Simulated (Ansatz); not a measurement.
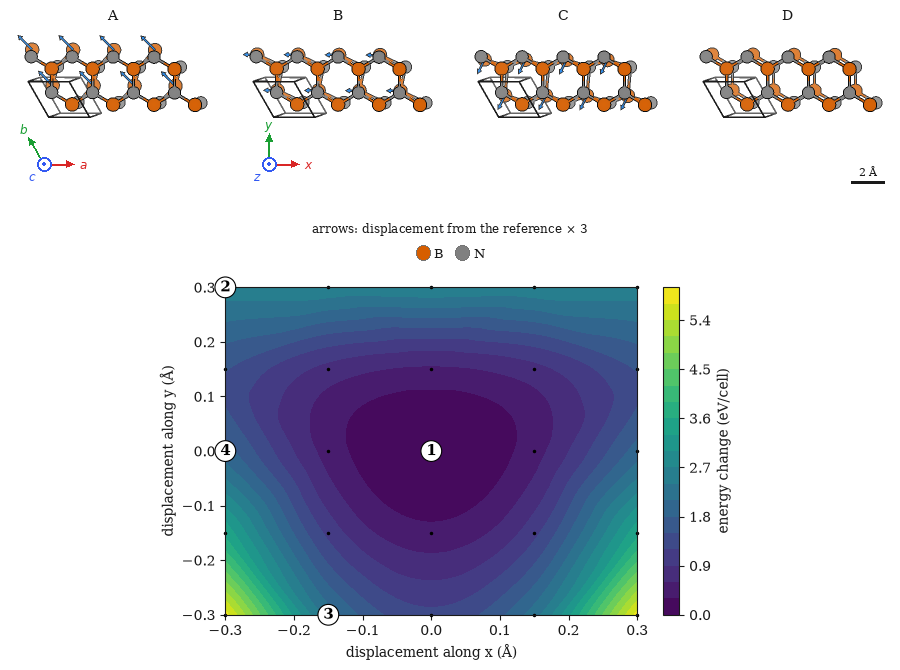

Solid BN (P6_3/mmc): a B atom (one in each cell of 4 atoms) is moved over the plane of the Cartesian directions x and y, all else fixed. The map is interpolated between the computed points (dots). The frames are shuffled; each belongs to one numbered point. A ball-and-stick model of the cell of the calculation, repeated 4 × 2 × 1 with one cell outlined, seen nearly along the normal of the scanned plane. Blue arrows: displacements from the reference.

All numbers below come from Ansatz 0.2.0, DFT PBE, scalar-relativistic, plane waves, PAW. (plane-wave cutoff 420 eV; k-point mesh 12 × 12 × 4; occupations gaussian; smearing width 0.05 eV; no spin polarisation). Energies (free energies at the smearing named) are counted from the cell as listed in its source, which wasn't relaxed.

Question: Which frame belongs to which numbered point?

Answer: Point 1 is frame D, at (0.00, 0.00) and 0.00 eV/cell; 2 is frame A, at (−0.30, 0.30) and 2.58 eV/cell; 3 is frame C, at (−0.15, −0.30) and 2.27 eV/cell; 4 is frame B, at (−0.30, 0.00) and 1.94 eV/cell. In pairs of (displacement along x (Å); displacement along y (Å)): the lowest computed point lies at (0.00, 0.00) (0.00 eV/cell), the highest at (−0.30, −0.30), (0.30, −0.30) (5.82 eV/cell).

Limits of the set-up: layers or molecules are held without a dispersion correction, so their spacing is unreliable.
